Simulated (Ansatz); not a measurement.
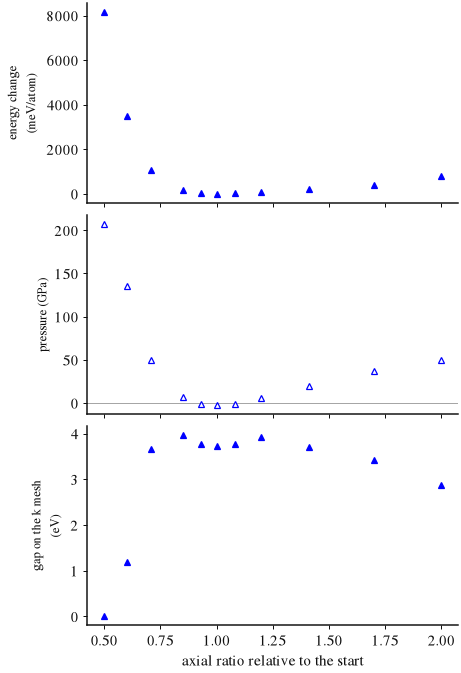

Energy change, pressure and gap on the k mesh against relative axial ratio for HfO₂, space group Fm-3m (No. 225).

The energy change is 8142 meV/atom at relative axial ratio 0.50 and 813 meV/atom at 2.00; the lowest computed point is at relative axial ratio 1.00 (0 meV/atom). The pressure goes from 208 GPa at relative axial ratio 0.50 to 50 GPa at 2.00, not monotonically, with a low of −2 GPa at 1.00, and changes sign near 0.92 and 1.10. The gap on the k mesh is zero at relative axial ratio 0.50 and open elsewhere, at most 3.965 eV at 0.85.

How it was computed, with Ansatz 0.2.0: deformation of a crystal at fixed volume, lengths along the axis scaled against those across it, fractional coordinates fixed, by plane-wave density functional theory with PAW datasets, free energies less that of the undisturbed cell, pressure positive in compression; scalar-relativistic. Level: PBE, no spin polarisation.

| setting | value |
| --- | --- |
| wave cutoff | 420 eV |
| k mesh | 8×8×8 |
| occupations | Gaussian |
| smearing width | 0.05 eV |
| k shift | (0, 0, 0) (mesh steps) |
| start | as given |
| path | trigonal |
| axis direction | (0.5774, 0.5774, 0.5774) (Cartesian unit vector) |

Starting cell:
```yaml
crystal:
  lattice:
    - [0.00000, 2.55750, 2.55750]
    - [2.55750, 0.00000, 2.55750]
    - [2.55750, 2.55750, 0.00000]
  atoms:
    - { symbol: Hf, position: [0.00000, 0.00000, 0.00000] }
    - { symbol: O, position: [0.25000, 0.25000, 0.25000] }
    - { symbol: O, position: [0.75000, 0.75000, 0.75000] }
```

Note: atoms far too close at some points of the scan; gap closes along the scan on a mesh chosen for the insulator; reference crystal is not relaxed.
